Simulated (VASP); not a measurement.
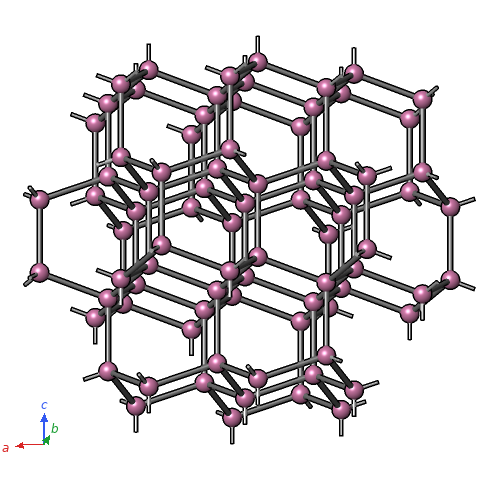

A cut-out of a periodic net derived from a crystal structure. Nodes are coloured by topological kind. Edges to nodes outside the piece are drawn as stubs.

Question: Classify the net: periodicity, connectivity, name.

Answer: A uninodal 4-connected, three-periodic net. It is the lon net, known from lonsdaleite, wurtzite and tridymite.

Question: Give point symbol and coordination sequence.

Answer: 6^6, sequence 4, 12, 25, 44, 67, 96.

Origin of the net. BN (space group P6_3mc, No. 186). Coordinates: a cell listed in the Materials Project, as set up for an electronic-structure calculation. Bonds are taken as B–N below 1.8 Å. Simplification: prune 0- and 1-connected atoms, fold 2-connected ones into links. N and B are 4-connected nodes.
